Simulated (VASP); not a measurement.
# Geometry relaxation, with input and output: SnS$_{2}$ (part 2 of 2)

The same run, continued: SnS$_{2}$ (3 atoms in the cell); Kohn-Sham DFT of a periodic cell, PBE, VASP PAW PBE potentials, recommended, no spin polarisation (VASP 6.6.1); cutoff 520 eV, 8×8×5 k-mesh, Gaussian smearing of 0.1 eV. The structure derives from an entry of the Crystallography Open Database.

Geometry of the input (Å; fractional positions):
```
3.7012  0.0000  -0.0000
-1.8506  3.2053  -0.0000
-0.0000  0.0000  6.7678
Sn 0.0000  0.0000  0.0000
S  0.3333  0.6667  0.2184
S  0.6667  0.3333  0.7816
```

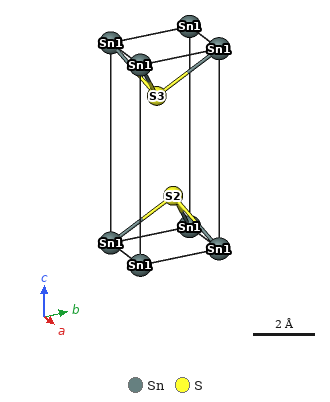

**Figure 1.** The geometry at step 1 of the log (ball-and-stick view of the cell of the calculation, seen slightly off an axis; atoms are numbered from 1 in the order of the input).

Parts of OUTCAR, continued:
```
   NGX = 13   NGY = 13   NGZ = 25

--------------------------------------- Ionic step        1  -------------------------------------------

 number of electron      26.0000002 magnetization

 Free energy of the ion-electron system (eV)
  ---------------------------------------------------
  ext. energy  EPLUGINS =         0.00000000
  ---------------------------------------------------
  free energy    TOTEN  =       -13.22230491 eV

  energy without entropy =      -13.22230491  energy(sigma->0) =      -13.22230491

------------------------ aborting loop because EDIFF is reached ----------------------------------------

  FORCE on cell =-STRESS in cart. coord.  units (eV):
  Direction    XX          YY          ZZ          XY          YZ          ZX
  --------------------------------------------------------------------------------------
  -------------------------------------------------------------------------------------
  Total       -0.0189781     -0.0189781     -0.0094825      0.0000000     -0.0000000     -0.0000000
  in kB       -0.3787056     -0.3787056     -0.1892227      0.0000000     -0.0000000     -0.0000000
  external PRESSURE =      -0.3155446 kB  Pullay stress =       0.0000000 kB

 VOLUME and BASIS-vectors are now :
 -----------------------------------------------------------------------------
  energy-cutoff  :      520.00
  volume of cell :       80.29
      direct lattice vectors                 reciprocal lattice vectors
     3.701183141  0.000000000  0.000000000     0.270183874  0.155990733  0.000000000
    -1.850591571  3.205318620  0.000000000     0.000000000  0.311981465  0.000000000
     0.000000000  0.000000000  6.767841124     0.000000000  0.000000000  0.147757606

 POSITION                                       TOTAL-FORCE (eV/Angst)
 -----------------------------------------------------------------------------------
      0.00000      0.00000      0.00000        -0.000000      0.000000      0.000000
     -0.00000      2.13688      1.47836         0.000000     -0.000000     -0.007755
      1.85059      1.06844      5.28948        -0.000000      0.000000      0.007755
 -----------------------------------------------------------------------------------
    total drift:                               -0.000000     -0.000000      0.000000

  FREE ENERGIE OF THE ION-ELECTRON SYSTEM (eV)
  ---------------------------------------------------
  free  energy   TOTEN  =       -13.2223049072 eV

  energy  without entropy=      -13.2223049072  energy(sigma->0) =      -13.22230491

--------------------------------------- Ionic step        2  -------------------------------------------

 number of electron      26.0000002 magnetization

 Free energy of the ion-electron system (eV)
  ---------------------------------------------------
  ext. energy  EPLUGINS =         0.00000000
  ---------------------------------------------------
  free energy    TOTEN  =       -13.22231068 eV

  energy without entropy =      -13.22231068  energy(sigma->0) =      -13.22231068

 E-fermi :   3.2562     XC(G=0):  -8.6383     alpha+bet : -9.6041

 val. band max:        2.7667220667   @ k =   0.1250   0.0000   0.2000
 cond. band min:       4.3003635277   @ k =   0.5000   0.0000   0.4000
 fundamental gap:      1.5336414610
 Fermi energy:         3.2561623175

 k-point     1 :       0.0000    0.0000    0.0000
  band No.  band energies     occupation
      1     -17.9771      2.00000
      2     -17.9771      2.00000
      3     -17.9427      2.00000
      4     -17.9187      2.00000
      5     -17.9187      2.00000
      6     -10.5077      2.00000
      7      -8.7648      2.00000
      8      -2.2232      2.00000
      9       2.2908      2.00000
     10       2.2908      2.00000
     11       2.4107      2.00000
     12       2.6412      2.00000
     13       2.6412      2.00000
     14       4.8068      0.00000
     15       6.5579      0.00000
     16       8.1948      0.00000
     17       8.1948      0.00000

 k-point     2 :       0.1250    0.0000    0.0000
  band No.  band energies     occupation
      1     -17.9854      2.00000
      2     -17.9694      2.00000
      3     -17.9367      2.00000
      4     -17.9236      2.00000
      5     -17.9179      2.00000
      6     -10.3430      2.00000
      7      -8.6514      2.00000
      8      -2.2537      2.00000
      9       1.1820      2.00000
     10       1.8552      2.00000
     11       2.0363      2.00000
     12       2.4410      2.00000
     13       2.7599      2.00000
     14       5.4441      0.00000
     15       7.2037      0.00000
     16       8.0141      0.00000
     17       8.5329      0.00000

 k-point     3 :       0.2500    0.0000    0.0000
  band No.  band energies     occupation
      1     -18.0088      2.00000
      2     -17.9556      2.00000
      3     -17.9377      2.00000
      4     -17.9170      2.00000
      5     -17.9111      2.00000
      6      -9.8726      2.00000
      7      -8.3780      2.00000
      8      -2.5855      2.00000
      9      -0.2091      2.00000
     10       1.0317      2.00000
     11       1.2175      2.00000
     12       2.4723      2.00000
     13       2.7187      2.00000
     14       5.3296      0.00000
     15       7.5190      0.00000
     16       9.0824      0.00000
     17       9.0939      0.00000

 k-point     4 :       0.3750   -0.0000    0.0000
  band No.  band energies     occupation
      1     -18.0340      2.00000
      2     -17.9503      2.00000
      3     -17.9472      2.00000
      4     -17.8998      2.00000
      5     -17.8955      2.00000
      6      -9.2048      2.00000
      7      -8.1647      2.00000
      8      -3.3906      2.00000
      9      -1.0340      2.00000
     10       0.6406      2.00000
     11       0.7418      2.00000
     12       2.3826      2.00000
     13       2.6038      2.00000
     14       4.6584      0.00000
     15       7.5624      0.00000
     16       9.2794      0.00000
     17       9.2829      0.00000

 k-point     5 :       0.5000    0.0000    0.0000
  band No.  band energies     occupation
      1     -18.0447      2.00000
      2     -17.9510      2.00000
      3     -17.9499      2.00000
      4     -17.8926      2.00000
      5     -17.8873      2.00000
      6      -8.7456      2.00000
      7      -8.2052      2.00000
      8      -3.8242      2.00000
      9      -1.3616      2.00000
     10       0.5696      2.00000
     11       0.6886      2.00000
     12       2.2584      2.00000
     13       2.5510      2.00000
     14       4.3910      0.00000
     15       7.4612      0.00000
     16       9.1638      0.00000
     17       9.2807      0.00000

 [... the levels of 18 k-points are left out ...]

 k-point    24 :       0.2500    0.2500    0.2000
  band No.  band energies     occupation
      1     -18.0166      2.00000
      2     -17.9718      2.00000
      3     -17.9318      2.00000
      4     -17.9154      2.00000
      5     -17.8909      2.00000
      6      -8.8460      2.00000
      7      -8.0952      2.00000
      8      -3.6666      2.00000
      9      -0.9145      2.00000
     10      -0.3310      2.00000
     11       0.5628      2.00000
     12       1.7610      2.00000
     13       2.4919      2.00000
     14       5.4041      0.00000
     15       8.5742      0.00000
     16       9.2967      0.00000
     17       9.7784      0.00000

 [... further k-points ...]

------------------------ aborting loop because EDIFF is reached ----------------------------------------

  FORCE on cell =-STRESS in cart. coord.  units (eV):
  Direction    XX          YY          ZZ          XY          YZ          ZX
  --------------------------------------------------------------------------------------
  -------------------------------------------------------------------------------------
  Total        0.0016306      0.0016306      0.0108091     -0.0000000     -0.0000000      0.0000000
  in kB        0.0325528      0.0325528      0.2157924     -0.0000000     -0.0000000      0.0000000
  external PRESSURE =       0.0936327 kB  Pullay stress =       0.0000000 kB

 VOLUME and BASIS-vectors are now :
 -----------------------------------------------------------------------------
  energy-cutoff  :      520.00
  volume of cell :       80.25
      direct lattice vectors                 reciprocal lattice vectors
     3.700505414  0.000000000 -0.000000000     0.270233357  0.156019302 -0.000000000
    -1.850252707  3.204731691  0.000000000    -0.000000000  0.312038603  0.000000000
     0.000000000 -0.000000000  6.767221917     0.000000000 -0.000000000  0.147771126

 POSITION                                       TOTAL-FORCE (eV/Angst)
 -----------------------------------------------------------------------------------
      3.70051      0.00000     -0.00000        -0.000000     -0.000000      0.000000
     -0.00000      2.13649      1.47800        -0.000000      0.000000     -0.001627
      1.85025      1.06824      5.28923         0.000000     -0.000000      0.001627
 -----------------------------------------------------------------------------------
    total drift:                                0.000000      0.000000     -0.000000

  FREE ENERGIE OF THE ION-ELECTRON SYSTEM (eV)
  ---------------------------------------------------
  free  energy   TOTEN  =       -13.2223106814 eV

  energy  without entropy=      -13.2223106814  energy(sigma->0) =      -13.22231068

 reached required accuracy - stopping structural energy minimisation
```

CONTCAR:
```
SnS2
   1.00000000000000
     3.7005054139540947    0.0000000000000106   -0.0000000000000000
    -1.8502527070270289    3.2047316907773062    0.0000000000000000
     0.0000000000000000   -0.0000000000000000    6.7672219170910672
  Sn              S
     1     2
Direct
     1.0000000000000000    0.0000000000000000    0.0000000000000000
     0.3333333300000021    0.6666666699999979    0.2184052029937055
     0.6666666699999979    0.3333333300000021    0.7815947970062945

  0.00000000E+00  0.00000000E+00  0.00000000E+00
  0.00000000E+00  0.00000000E+00  0.00000000E+00
  0.00000000E+00  0.00000000E+00  0.00000000E+00
```

Trajectory as extended XYZ (Å, eV, eV/Å), 2 frames, from step=0 to step=1:
```
3
Lattice="3.7012 0.0000 0.0000 -1.8506 3.2053 0.0000 0.0000 0.0000 6.7678" Properties=species:S:1:pos:R:3:forces:R:3 step=0 energy=-13.22230
Sn    0.0000    0.0000    0.0000    0.0000   0.0000   0.0000
S     0.0000    2.1369    1.4784    0.0000   0.0000  -0.0078
S     1.8506    1.0684    5.2895    0.0000   0.0000   0.0078
3
Lattice="3.7005 0.0000 -0.0000 -1.8503 3.2047 0.0000 0.0000 -0.0000 6.7672" Properties=species:S:1:pos:R:3:forces:R:3 step=1 energy=-13.22231
Sn    3.7005    0.0000    0.0000    0.0000   0.0000   0.0000
S     0.0000    2.1365    1.4780    0.0000   0.0000  -0.0016
S     1.8503    1.0682    5.2892    0.0000   0.0000   0.0016
```

Results in brief:

```csv
quantity,value
outcome,converged
space group (tolerance 0.01 Å),P-3m1 (164)
electrons treated,26
free energy,−13.2223 eV
Fermi energy,3.256 eV
gap on the k-point mesh,1.53 eV
pressure,0.01 GPa
final volume,80.25 Å³
largest force (length of the vector) at the end,0.002 eV/Å
final cell,"a = 3.701 Å, b = 3.701 Å, c = 6.767 Å, α = 90.00°, β = 90.00°, γ = 120.00°"
wall time,92 s
peak memory,0.18 GiB
```
